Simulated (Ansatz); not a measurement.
**Mo: energy against the total moment**

Does Mo want a moment, and how stiff is it? The total moment is held at a row of values. Methods of the runs shown: PAW.

Method: DFT, PBE, PAW with Ansatz's default frozen-core files, scalar-relativistic, in Ansatz 0.2.0.

1 further run of the same task is left out (it didn't finish).

## 1. Starting point

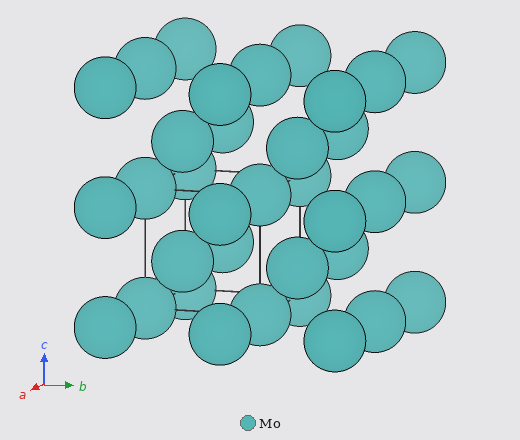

Start, viewed slightly off an axis; molybdenum teal. 2×2×2 cells are drawn. Atoms on the faces are drawn again on the opposite ones. The cell drawn here is the conventional one.

As a file:

```
Mo
1.0
    -1.57342    1.57342    1.57342
     1.57342   -1.57342    1.57342
     1.57342    1.57342   -1.57342
Mo
1
Direct
  0.00000 0.00000 0.00000
```

## 2. Free moments from the typed start, PAW

File input.yaml:

```yaml
crystal:
  lattice:
    - [-1.573415, 1.573415, 1.573415]
    - [1.573415, -1.573415, 1.573415]
    - [1.573415, 1.573415, -1.573415]
  atoms:
    - { symbol: Mo, position: [0.0, 0.0, 0.0], spin: 1.5 }
magnetization:
  spin_polarized: true
kpoints:
  mp_grid: { grid: [17, 17, 17] }
scf:
  occupations: { method: fermi_dirac, width: 0.05 }
  lower_state_search: "off"
hamiltonian:
  xc: pbe
  pseudopotentials: { kind: paw }
output:
  forces: true
  stress: true
  eigenvalues: true
  populations: true
  dos: { projected: true, de: 0.1, e_range: [-8, 5] }
  write_density: true
  write_potential: true
  elf: true
  volumetric_format: npy
```

Run with:

```bash
> ansatz run input.yaml --threads 1 --pin off --max-ram 3072MiB --backend cpu --events-out ev --progress --plain --runs-dir out
```

The program printed:

```text
Engine: ansatz 0.2.0
Pseudopotentials: kind: paw
Pseudopotential: Mo, paw, valence charge 14, recommended cutoff 420 eV (normal)
Functional definition: PBE
  parameter kappa = 0.804
  parameter beta = 0.06672455060314922
  exchange = pbe_x(kappa = kappa, mu = beta*pi^2/3)
  correlation = pbe_c(beta = beta)
Crystal: 1 atoms, lattice volume = 15.581 Å³
Basis set: ecut = 420 eV, 321 PW (Γ), exchange–correlation on 40×40×40 points (8 copies of the dense FFT grid, shifted against one another)
Bands: 12, of which v1, the nominal top of the filled ones, is band 7 counted from 1 (6 counted from 0)
Symmetry: 48 space group operations
Space group: Im-3m (ITA 229), of the structure as read, at distance tolerance 2.5e-5 Å
Magnetic group: BNS 229.140 (UNI 1642), of the structure as read, at distance tolerance 2.5e-5 Å
k-points: 165 of 4913
Non-local potential: Mo, projectors of the file, l = 0: 3, l = 1: 2, l = 2: 2, l = 3: 1
PAW form: soft (Blöchl's): semilocal exchange-correlation on the pseudo side does not see the compensation charge
PAW one-centre angular grid: Mo, 590 points (default); XC on 64 Gauss nodes
Initial density: superposition of atomic densities (chi_scale 0.1, normalization cell)
Starting moments: Σ|m| = 1.5 μB on 1 of 1 site
Initial wavefunctions: pseudopotential atomic-orbital guess
Functional: x = pbe(κ = 0.804, μ = 0.2195149727645171), c = pbe(β = 0.06672455060314922)
SCF iter   1: F=—  HF=-4956.310064 eV  |F-HF|=—  |Δ(HF+E_count)|=         —  Δρ=1.19e-1 (↑1.19e-1 ↓5.64e-2)  dr2=1.73e0  dr2_m=8.37e-1  M=0.199 μB ∫|m|=0.199 μB  β_m=0.30  ethr=3.10e-3  ⟨swp⟩=5.1  Hψ=22008  notcnv=0
preconditioner: auto → none  [metal: Δε(μ)=0.019 eV  Ē_g=10.356 eV  σ=0.050 eV  W_gap=0.09  n_scr=0 (ndim 8)  ℏωp=23.0 eV  f_vac=0.000  D(μ)=0.75/eV (n_scr^D=12)]
SCF iter   2: F=—  HF=-4955.961542 eV  |F-HF|=—  |Δ(HF+E_count)|=   3.49e-1  Δρ=7.25e-2 (↑7.25e-2 ↓4.73e-2)  dr2=3.82e-1  dr2_m=4.27e-1  M=0.173 μB ∫|m|=0.173 μB  β_m=0.30  ethr=3.10e-3  ⟨swp⟩=2.9  Hψ=9969  notcnv=0  defer=181
SCF iter   3: F=—  HF=-4955.927555 eV  |F-HF|=—  |Δ(HF+E_count)|=   3.40e-2  Δρ=4.34e-2 (↑3.82e-2 ↓4.34e-2)  dr2=2.01e-2  dr2_m=2.24e-1  M=0.142 μB ∫|m|=0.142 μB  β_m=0.30  ethr=2.73e-3  ⟨swp⟩=2.7  Hψ=7004  notcnv=0  defer=181
SCF iter   4: F=—  HF=-4955.967966 eV  |F-HF|=—  |Δ(HF+E_count)|=   4.04e-2  Δρ=3.07e-2 (↑3.07e-2 ↓2.90e-2)  dr2=9.66e-4  dr2_m=1.27e-1  M=0.095 μB ∫|m|=0.095 μB  β_m=0.30  ethr=1.44e-4  ⟨swp⟩=2.8  Hψ=7571  notcnv=0  defer=171
SCF iter   5: F=—  HF=-4955.992299 eV  |F-HF|=—  |Δ(HF+E_count)|=   2.43e-2  Δρ=2.23e-2 (↑2.23e-2 ↓2.23e-2)  dr2=1.72e-5  dr2_m=7.09e-2  M=0.066 μB ∫|m|=0.066 μB  β_m=0.30  ethr=6.90e-6  ⟨swp⟩=1.5  Hψ=5057  notcnv=0  defer=171
SCF iter   6: F=—  HF=-4956.006251 eV  |F-HF|=—  |Δ(HF+E_count)|=   1.40e-2  Δρ=1.66e-2 (↑1.66e-2 ↓1.65e-2)  dr2=5.99e-7  dr2_m=3.92e-2  M=0.047 μB ∫|m|=0.047 μB  β_m=0.30  ethr=1.23e-7  ⟨swp⟩=2.0  Hψ=6326  notcnv=0  defer=168
SCF iter   7: F=—  HF=-4956.014051 eV  |F-HF|=—  |Δ(HF+E_count)|=   7.80e-3  Δρ=1.23e-2 (↑1.23e-2 ↓1.23e-2)  dr2=3.43e-8  dr2_m=2.15e-2  M=0.033 μB ∫|m|=0.034 μB  β_m=0.30  ethr=4.28e-9  ⟨swp⟩=3.0  Hψ=7128  notcnv=0  defer=168
Mixer restart at iter 7: flushing history
spin-set hold released at iteration 7 (site moments contracting): the magnetisation degrees of freedom join the quasi-Newton model from the next iteration; the mixer history was flushed
SCF iter   8: F=—  HF=-4956.018374 eV  |F-HF|=—  |Δ(HF+E_count)|=   4.32e-3  Δρ=9.05e-3 (↑9.05e-3 ↓9.04e-3)  dr2=2.75e-8  dr2_m=1.17e-2  M=0.024 μB ∫|m|=0.024 μB  β_m=0.65  ethr=2.45e-10  ⟨swp⟩=3.8  Hψ=9061  notcnv=0  defer=168
SCF iter   9: F=—  HF=-4956.023645 eV  |F-HF|=—  |Δ(HF+E_count)|=   5.27e-3  Δρ=1.57e-4 (↑1.57e-4 ↓1.53e-4)  dr2=1.53e-8  dr2_m=3.44e-6  M=0.000 μB ∫|m|=0.001 μB  β_m=0.82  ethr=1.97e-10  ⟨swp⟩=4.5  Hψ=9838  notcnv=0  defer=168
SCF iter  10: F=—  HF=-4956.023648 eV  |F-HF|=—  |Δ(HF+E_count)|=   3.11e-6  Δρ=4.79e-5 (↑4.79e-5 ↓4.68e-5)  dr2=6.89e-9  dr2_m=3.19e-7  M=0.000 μB ∫|m|=0.000 μB  β_m=0.91  ethr=1.09e-10  ⟨swp⟩=10.9  Hψ=27260  notcnv=0
iter 11 did not close the SCF: its close was put off for a magnetic moment that had not settled (scf_convergence_deferred on its scf_iter line)
SCF iter  11: F=-4956.023648 eV  HF=-4956.023649 eV  |F-HF|=7.35e-9  |Δ(HF+E_count)|=   5.18e-7  Δρ=9.12e-6 (↑6.62e-6 ↓9.12e-6)  dr2=1.93e-8  dr2_m=4.69e-9  M=-0.000 μB ∫|m|=0.000 μB  β_m=0.82  ethr=4.92e-11  ⟨swp⟩=8.4  Hψ=23802  notcnv=0
iter 12 did not close the SCF: its close was put off for a magnetic moment that had not settled (scf_convergence_deferred on its scf_iter line)
SCF iter  12: F=-4956.023649 eV  HF=-4956.023649 eV  |F-HF|=6.71e-10  |Δ(HF+E_count)|=   2.35e-9  Δρ=2.81e-6 (↑2.81e-6 ↓1.95e-6)  dr2=1.01e-9  dr2_m=6.08e-10  M=-0.000 μB ∫|m|=0.000 μB  β_m=0.82  ethr=4.92e-11  ⟨swp⟩=4.3  Hψ=18306  notcnv=0
iter 13 did not close the SCF: its close was put off for a magnetic moment that had not settled (scf_convergence_deferred on its scf_iter line)
SCF iter  13: F=-4956.023649 eV  HF=-4956.023649 eV  |F-HF|=4.82e-11  |Δ(HF+E_count)|=   1.54e-9  Δρ=5.41e-7 (↑5.41e-7 ↓3.80e-7)  dr2=2.18e-11  dr2_m=2.63e-11  M=-0.000 μB ∫|m|=0.000 μB  β_m=0.91  ethr=7.24e-12  ⟨swp⟩=4.0  Hψ=17562  notcnv=0
SCF iter  14: F=-4956.023649 eV  HF=-4956.023649 eV  |F-HF|=9.09e-13  |Δ(HF+E_count)|=  7.82e-11  Δρ=4.27e-8 (↑4.27e-8 ↓3.05e-8)  dr2=1.34e-13  dr2_m=1.67e-13  M=-0.000 μB ∫|m|=0.000 μB  ethr=1.00e-12  ⟨swp⟩=3.1  Hψ=14848  notcnv=0
WARN: the starting moments were not kept: the SCF closed with an absolute magnetisation of 3.2e-7 μB, where they sum to 1.5 μB in size (1 site). That is at most 0.1 of that sum. Measured as dr2_m measures the in/out step, that magnetisation stands 2.0e-14 eV from none, at or under the dr2_threshold of 1.0e-7 eV: it is no larger than a step whose dr2_m would equal this threshold. The system may hold no moment; this SCF shows only that its start led to no more than that. To try another start: raise the starting moments (crystal.atoms[].spin, magnetization.per_species, magnetization.initial_magnetization, or on a non-collinear deck that types none of these the spinor_matrix: blocks that start its atoms; where the total moment is fixed, keep their sum and leave initial_magnetization as it is; typed ones take the place of any that the run laid by itself, positive ones on a crystal's lanthanoids without a Hubbard term where scf.initial_density.shell_occupations: [] is typed) or, if the notice of its spin-set hold's release reads "site moments contracting" or "site moments show no strong build", lengthen the hold (scf.mixing.spin_hold: { on: { confirm: 4 } }; for m-r²SCAN on two components see the key's manual first). Each may lead to a state that holds a moment. A second SCF, from the converged charge density, with the starting moments and any scf.initial_density.shell_occupations laid on it anew, would have followed, and was not run: the deck does not ask for one (magnetization.retry_lost_moments is false, the default). To let it run, set magnetization.retry_lost_moments: true and run the deck again, where that key's refused combinations let it; where memory then withholds it, that run's warning says so.
SCF 1 converged in 14 iterations: F = -4956.023649 eV  dr2 = 1.34e-13
SCF converged after 14 iterations
Magnetization: -0.0000 μB (7.0000 up, 7.0000 down)
Absolute magnetization: 0.0000 μB (∫|ρ↑−ρ↓|, with the PAW one-centre terms)
Spin contamination: 0.0000 ħ² per cell (⟨S²⟩ above its minimum at these occupations)
Per-site moments (μB) at R_I (Å): [(6.610846668593191e-8, 1.1241593225737814)]
Free energy (F): -4956.023649 eV
Harris-Foulkes:  -4956.023649 eV  (|F-HF|=9.09e-13)
Internal energy: -4956.019719 eV  (E = F + TS)
E sigma→0 (E₀):  -4956.021684 eV
Entropy (-TS):   -0.003929 eV (-3.929 meV/atom)
Fermi energy:    21.225801 eV
--- Per-component energies (eV) ---
  E_band       = -53.861627
  E_kinetic    = 441.176638
  E_local      = -781.332145  (includes V_loc(G=0)·N_el)
  E_nonlocal   = 142.588383
  E_hartree    = 258.441454
  E_xc         = -183.689763
  E_vxc        = -229.280955  (∫ρ·V_xc dr)
  E_paw        = -3201.225540  (= ΣΔE_a)
  E_vpaw       = -143.896508  (= ΣTr[D̂ρ^β])
  E_aug_tail   = 0.000041  (compensation charges beyond the density's cutoff)
  E_ewald      = -1631.978787
  E_smearing   = -0.003929  (= −TS)
  E_closure    = 0.000000  (closes the sum)
  Σ components = -4956.023649   (vs F -4956.023649, Δ=0.00e0)
--- Forces (eV/Å), atoms counted from 1 ---
  atom   1  Mo     0.00000000     0.00000000    -0.00000000
  max |Σ_I F_I| component: 4.52e-32 eV/Å
--- Stress (GPa, compression-positive) ---
        3.667367      -0.000000      -0.000000
        0.000000       3.667367      -0.000000
        0.000000       0.000000       3.667367
  P = ⅓ Tr σ = 3.6674 GPa (36.674 kbar)
--- Band table (eV; the first three rows and the last of 330) ---
  k-point 0 ↑: bands = ["-40.1053", "-13.3570", "-13.3570", "-13.3570", "13.9469", "19.8104", "19.8104", "19.8104", "22.8459", "22.8459", "35.8834", "35.8834"]
  k-point 1 ↑: bands = ["-40.0964", "-13.4082", "-13.3727", "-13.3573", "14.1008", "19.7235", "19.7966", "19.9549", "22.7167", "22.8482", "35.9983", "36.1387"]
  k-point 2 ↑: bands = ["-40.0710", "-13.5533", "-13.4177", "-13.3584", "14.5371", "19.4840", "19.7337", "20.3816", "22.4430", "22.8615", "36.2650", "36.8804"]
  k-point 164 ↓: bands = ["-39.6525", "-14.3314", "-14.3221", "-14.3221", "15.7645", "15.7915", "24.9429", "24.9429", "25.1074", "30.0420", "30.5747", "30.5747"]
--- Löwdin populations: 1 site ---
  site symbol       q [e]    m [muB]
     0     Mo     13.9216    -0.0000
  spilling = 0.005602 (of n_electrons = 14.000000)
```

Wall time 6.8 s (1 thread of Intel Xeon Platinum 8488C (Sapphire Rapids), shared host); peak memory 0.36 GiB.

In short: total moment 0.00 μB; site moments Mo 0.00 μB; pressure 3.67 GPa; no gap.

States per cell in windows of 1 eV (zero at the Fermi level; grid of 0.10 eV, so sharp peaks spill over the borders):

```csv
from,to,total,Mo 4d,Mo 5s
-8,-7,0.00,0.00,0.00
-7,-6,0.06,0.00,0.05
-6,-5,0.27,0.13,0.12
-5,-4,1.27,1.02,0.22
-4,-3,1.23,1.16,0.05
-3,-2,1.25,1.20,0.03
-2,-1,1.37,1.18,0.13
-1,0,0.53,0.44,0.05
0,1,0.94,0.87,0.03
1,2,1.41,1.38,0.02
2,3,1.55,1.46,0.06
```

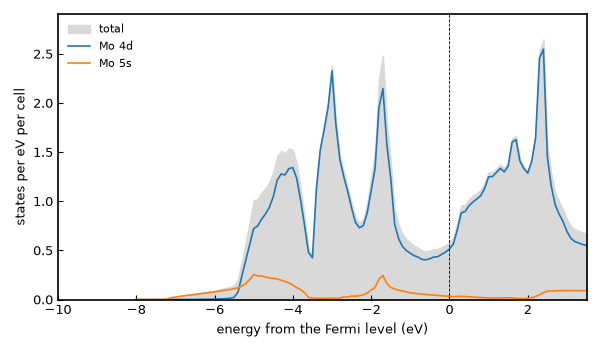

Density of states, total and projected.

The fields are shown in the conventional cell of this run's space group, carried over from its grid by interpolation.

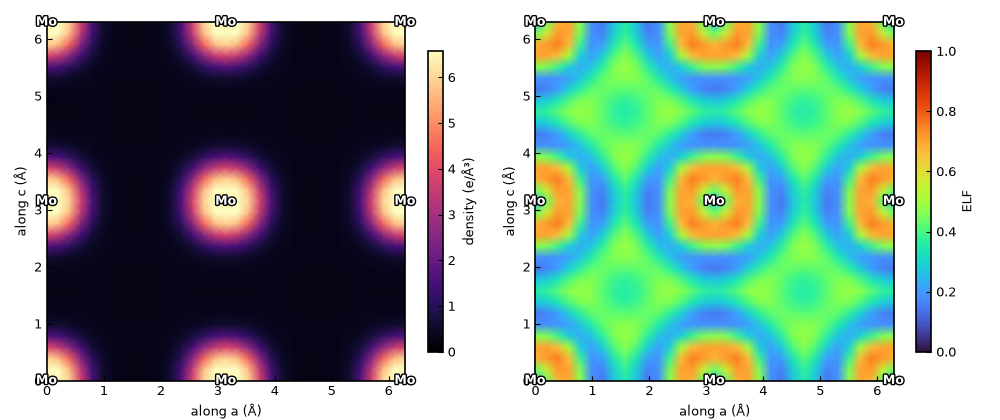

Density (left) and ELF (right) in a lattice plane of the grid's cell (edges 3.15 and 3.15 Å, at 0.000 of the third edge), which holds Mo. Only atoms in the plane are labelled. Both are smooth fields of the valence electrons: close to the nuclei they are not physical.

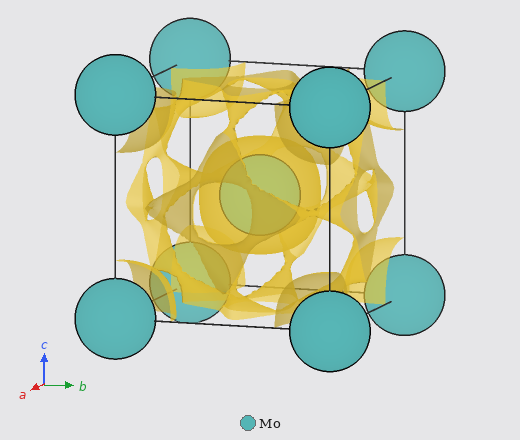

Surface of ELF = 0.43, drawn in one cell.

The highest ELF values outside the cores: 0.49 between the atoms, 1.8 Å from Mo.

## 3. No spin polarisation, PAW

Edit input.yaml of step 2 so:

```diff
@@ -6,5 +6,3 @@
   atoms:
-    - { symbol: Mo, position: [0.0, 0.0, 0.0], spin: 1.5 }
-magnetization:
-  spin_polarized: true
+    - { symbol: Mo, position: [0.0, 0.0, 0.0] }
 kpoints:
@@ -23,5 +21 @@
   dos: { projected: true, de: 0.1, e_range: [-8, 5] }
-  write_density: true
-  write_potential: true
-  elf: true
-  volumetric_format: npy
```

Run with:

```bash
> ansatz run input.yaml --threads 1 --pin off --max-ram 3072MiB --backend cpu --events-out ev --progress --plain --runs-dir out
```

The program printed, shortened:

```text
[...]
[... 3 set-up lines as earlier in the session ...]
[...]
Crystal: 1 atoms, lattice volume = 15.581 Å³
Basis set: ecut = 420 eV, 321 PW (Γ), exchange–correlation on 40×40×40 points (8 copies of the dense FFT grid, shifted against one another)
Bands: 11, of which v1, the nominal top of the filled ones, is band 7 counted from 1 (6 counted from 0)
[...]
        3.666898      -0.000000      -0.000000
        0.000000       3.666898      -0.000000
        0.000000       0.000000       3.666898
  P = ⅓ Tr σ = 3.6669 GPa (36.669 kbar)
--- Band table (eV; the first three rows and the last of 165) ---
  k-point 0: bands = ["-40.1054", "-13.3570", "-13.3570", "-13.3570", "13.9469", "19.8104", "19.8104", "19.8104", "22.8459", "22.8459", "35.8834"]
[...]
--- Löwdin populations: 1 site ---
  site symbol       q [e]
     0     Mo     13.9216
  spilling = 0.005602 (of n_electrons = 14.000000)
```

Run time: 1.5 s. Hardware: 1 thread of Intel Xeon Platinum 8488C (Sapphire Rapids), shared host; peak memory 0.36 GiB.

Read from it: pressure 3.67 GPa; no gap.

States per cell in windows of 1 eV (zero at the Fermi level; grid of 0.10 eV, so sharp peaks spill over the borders):

```csv
from,to,total,Mo 4d,Mo 5s
-8,-7,0.00,0.00,0.00
-7,-6,0.06,0.00,0.05
-6,-5,0.27,0.13,0.12
-5,-4,1.27,1.02,0.22
-4,-3,1.23,1.16,0.05
-3,-2,1.25,1.20,0.03
-2,-1,1.37,1.18,0.13
-1,0,0.53,0.44,0.05
0,1,0.94,0.87,0.03
1,2,1.41,1.38,0.02
2,3,1.55,1.46,0.06
```

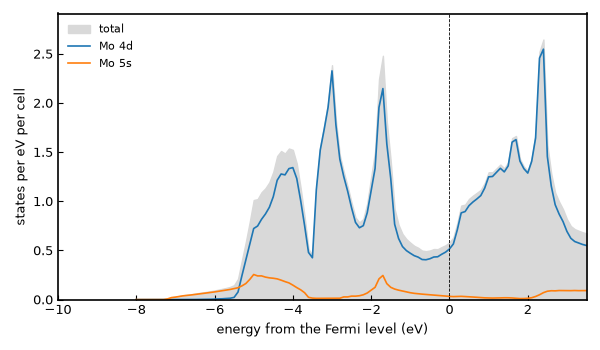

Density of states, total and projected.

## 4. Total moment held at 0 μB, PAW

Edit input.yaml of step 3 so:

```diff
@@ -7,2 +7,6 @@
     - { symbol: Mo, position: [0.0, 0.0, 0.0] }
+magnetization:
+  spin_polarized: true
+  initial_magnetization: 0.0
+  spin_locking: { lock_magnetization: hard }
 kpoints:
@@ -19,3 +23 @@
   eigenvalues: true
-  populations: true
-  dos: { projected: true, de: 0.1, e_range: [-8, 5] }
```

Run with:

```bash
> ansatz run input.yaml --threads 1 --pin off --max-ram 3072MiB --backend cpu --events-out ev --progress --plain --runs-dir out
```

The program printed, shortened:

```text
Warning: output.stress: scf.convergence.dr2_threshold = 1e-7 eV (the SCF's general default) is looser than the 1e-10 eV advised for a printed stress (1e-10 eV for each atom of the cell: 1). What an SCF threshold leaves in a stress goes as its square root, and in the free energy as the [...]
[... 3 set-up lines as earlier in the session ...]
[...]
Crystal: 1 atoms, lattice volume = 15.581 Å³
[...]
E sigma→0 (E₀):  -4956.021684 eV
Entropy (-TS):   -0.003929 eV (-3.929 meV/atom)
Fermi energy:    21.225828 (↑ 21.225828, ↓ 21.225828) eV
[...]
--- Forces (eV/Å), atoms counted from 1 ---
  atom   1  Mo    -0.00000000     0.00000000     0.00000000
[...]
--- Stress (GPa, compression-positive) ---
        3.667775       0.000000      -0.000000
        0.000000       3.667775      -0.000000
       -0.000000       0.000000       3.667775
  P = ⅓ Tr σ = 3.6678 GPa (36.678 kbar)
--- Band table (eV; the first three rows and the last of 330) ---
  k-point 0 ↑: bands = ["-40.1052", "-13.3569", "-13.3569", "-13.3569", "13.9469", "19.8105", "19.8105", "19.8105", "22.8460", "22.8460", "35.8834"]
[...]
```

Run time: 1.9 s. Hardware: 1 thread of Intel Xeon Platinum 8488C (Sapphire Rapids), shared host; peak memory 0.35 GiB.

Read from it: total moment 0.00 μB; site moments Mo 0.00 μB; pressure 3.67 GPa; no gap.

## 5. Total moment held at 0.1 μB, PAW

Edit input.yaml of step 4 so:

```diff
@@ -6,6 +6,6 @@
   atoms:
-    - { symbol: Mo, position: [0.0, 0.0, 0.0] }
+    - { symbol: Mo, position: [0.0, 0.0, 0.0], spin: 0.1 }
 magnetization:
   spin_polarized: true
-  initial_magnetization: 0.0
+  initial_magnetization: 0.1
   spin_locking: { lock_magnetization: hard }
@@ -23 +23,5 @@
   eigenvalues: true
+  write_density: true
+  write_potential: true
+  elf: true
+  volumetric_format: npy
```

Run with:

```bash
> ansatz run input.yaml --threads 1 --pin off --max-ram 3072MiB --backend cpu --events-out ev --progress --plain --runs-dir out
```

The program printed, shortened:

```text
Warning: output.stress: scf.convergence.dr2_threshold = 1e-7 eV (the SCF's general default) is looser than the 1e-10 eV advised for a printed stress (1e-10 eV for each atom of the cell: 1). What an SCF threshold leaves in a stress goes as its square root, and in the free energy as the [...]
[... 3 set-up lines as earlier in the session ...]
[...]
Crystal: 1 atoms, lattice volume = 15.581 Å³
[...]
E sigma→0 (E₀):  -4956.012130 eV
Entropy (-TS):   -0.005921 eV (-5.921 meV/atom)
Fermi energy:    21.205254 (↑ 21.361380, ↓ 21.049128) eV
[...]
--- Forces (eV/Å), atoms counted from 1 ---
  atom   1  Mo    -0.00000000     0.00000000    -0.00000000
[...]
--- Stress (GPa, compression-positive) ---
        3.715462       0.000000       0.000000
        0.000000       3.715462       0.000000
       -0.000000      -0.000000       3.715462
  P = ⅓ Tr σ = 3.7155 GPa (37.155 kbar)
--- Band table (eV; the first three rows and the last of 330) ---
  k-point 0 ↑: bands = ["-40.1253", "-13.3790", "-13.3790", "-13.3790", "13.9157", "19.7800", "19.7800", "19.7800", "22.8221", "22.8221", "35.8507", "35.8507"]
[...]
```

Wall time 3.7 s (1 thread of Intel Xeon Platinum 8488C (Sapphire Rapids), shared host); peak memory 0.37 GiB.

Read from it: total moment 0.10 μB; site moments Mo 0.07 μB; pressure 3.72 GPa; no gap.

The fields are shown in the conventional cell of this run's space group, carried over from its grid by interpolation.

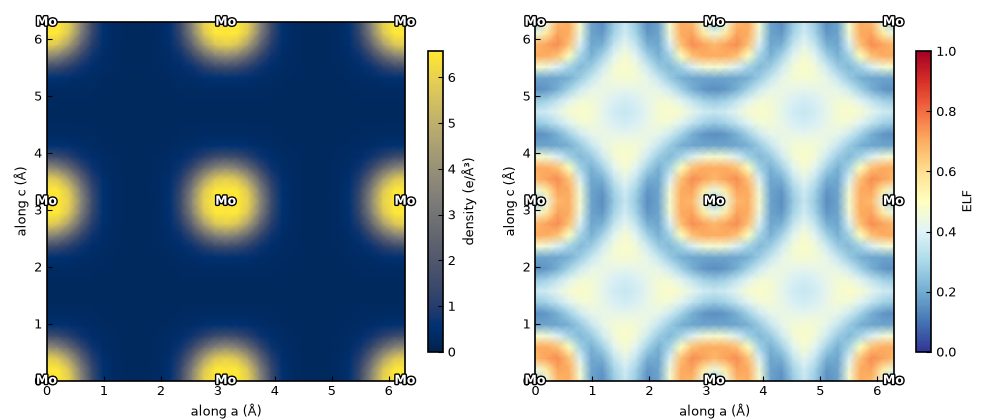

Density (left) and ELF (right) in a lattice plane of the grid's cell (edges 3.15 and 3.15 Å, at 0.000 of the third edge), which holds Mo. Only atoms in the plane are labelled. Both are smooth fields of the valence electrons: close to the nuclei they are not physical.

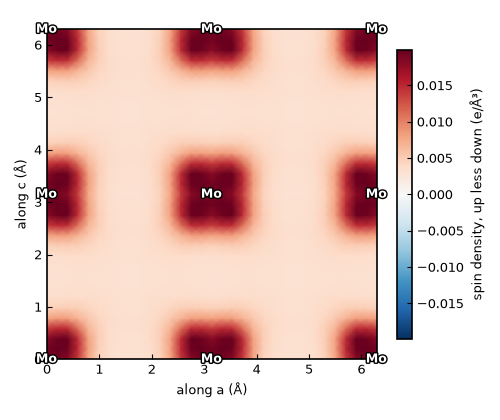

Spin density in a lattice plane of the grid's cell (edges 3.15 and 3.15 Å, at 0.000 of the third edge), which holds Mo.

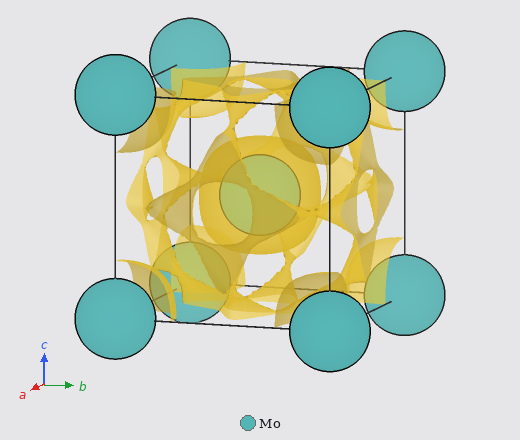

Surface of ELF = 0.43, drawn in one cell.

The highest ELF values outside the cores: 0.49 between the atoms, 1.8 Å from Mo.

(Part 1 of 3 ends here.)
